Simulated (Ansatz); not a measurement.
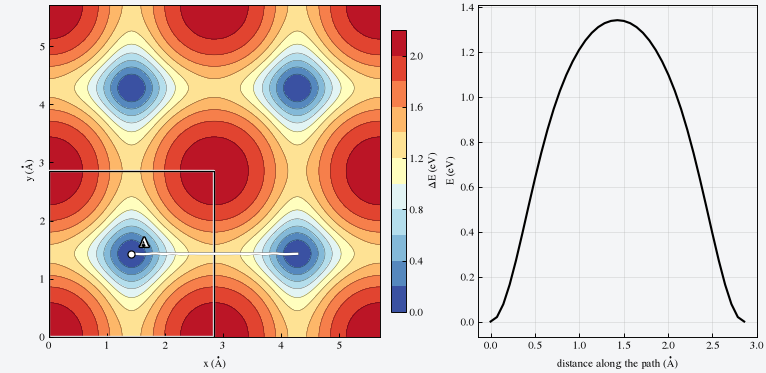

Si on a W(100) slab cut from the Fm-3m phase, its upper half relaxed before the scan (12 atoms of substrate and one adsorbate in a 2 × 2 cell). Si is moved over the surface cell; relaxed at each place: the height of the adsorbate's atoms; substrate rigid; the origin of the map has the adsorbate above W9. Places are given modulo a cell vector. The map is drawn in real space over the plane of the surface. Grid: 6 × 6 points; 10 points were computed and 26 follow by symmetry. Places are given in fractions of the 1 × 1 surface cell. Energies are in eV, from the lowest grid point. The calculation used DFT PBE, scalar-relativistic, plane waves, PAW (Ansatz 0.2.0). Settings: cutoff 420 eV, k-mesh 5×5×1, gaussian smearing 0.1 eV, no spin polarisation.

The picture shows filled contours, a line along the lowest path, the outline of one cell of the 2 × 2 shown, the energy along the path at the right, the start A. Between grid points the surface is interpolated.

Question: Describe the path and its barrier.

Answer: The easiest path leads from the well at a fourfold hollow over a second-layer W atom, (3/6, 3/6) of the cell vectors to its copy one period on. Its highest point lies about 1.3 eV above the bottom of the first well on the interpolated surface, at a bridge site between two W atoms, (0/6, 3/6) of the cell vectors. This is the barrier on the constrained surface; relaxing the other coordinates would change it.

PAW datasets: the set soft_1.
